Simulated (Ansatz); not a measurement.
**HfN: density, localisation and related maps**

```cif
data_structure
_symmetry_space_group_name_H-M 'P 1'
_symmetry_Int_Tables_number 1
_cell_length_a 4.5478
_cell_length_b 4.5478
_cell_length_c 4.5478
_cell_angle_alpha 90.000
_cell_angle_beta 90.000
_cell_angle_gamma 90.000
_cell_volume 94.06
loop_
_atom_site_label
_atom_site_type_symbol
_atom_site_fract_x
_atom_site_fract_y
_atom_site_fract_z
_atom_site_occupancy
Hf1 Hf 0.00000 0.00000 0.00000 1
Hf2 Hf 0.50000 0.50000 0.00000 1
Hf3 Hf 0.50000 0.00000 0.50000 1
Hf4 Hf 0.00000 0.50000 0.50000 1
N1 N 0.50000 0.00000 0.00000 1
N2 N 0.00000 0.50000 0.00000 1
N3 N 0.00000 0.00000 0.50000 1
N4 N 0.50000 0.50000 0.50000 1
```

Space group Fm-3m; computed without spin polarisation.

All numbers below come from DFT PBE, scalar-relativistic, plane waves, PAW (Ansatz).

Core electrons are frozen (PAW), and the valence fields are smoothed inside the atomic spheres.

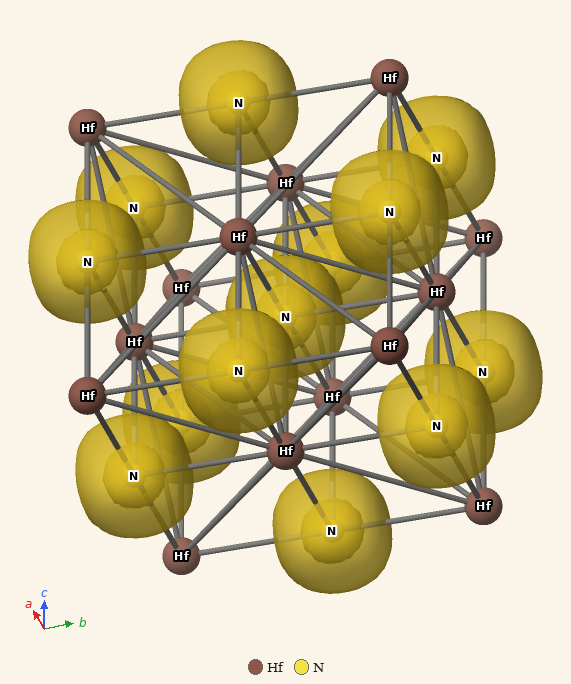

Figure 1. Isosurface of the ELF at 0.7 (yellow), seen at an oblique angle. Only the valence region is drawn (cores and ρ < 0.01 e/Å³ removed). Sticks mark near contacts.

> Where are the electrons localised?

At this value the surface marks out four regions wrapped around N (the valence shell of each), counted in one cell of 8 atoms. Regions shared between cells count once. Profiles from the grid: Hf–N (2.27 Å): the ELF peaks at about 0.80 in the valence shell of N, 0.7 Å from its nucleus, and is about 0.15 at the midpoint: no shared electron pair shows on this line. Hf–Hf (3.22 Å): the ELF is about 0.15 at the midpoint: no localised pair shows between them.

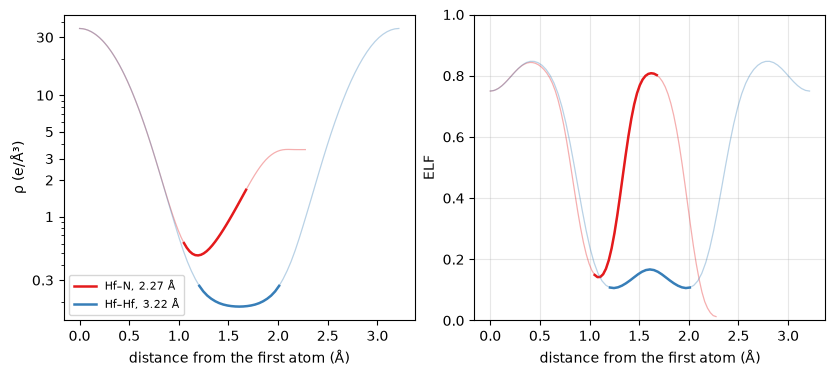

Figure 2. Valence pseudo-density and ELF along straight lines between neighbouring atoms. Thin, pale parts lie inside the atomic spheres.

> What can be read from the curves?

Hf–N (2.27 Å): the density is about 0.49 e/Å³ at the midpoint; the ELF peaks at about 0.80 in the valence shell of N, 0.7 Å from its nucleus, and is about 0.15 at the midpoint; no localised pair shows between them.
Hf–Hf (3.22 Å): ρ at the midpoint is about 0.18 e/Å³; the ELF is about 0.15 at the midpoint; no localised pair shows between them.

> Does the calculation make it a metal, or give it a gap?

It is metallic or semimetallic at this level of theory: no gap opens.
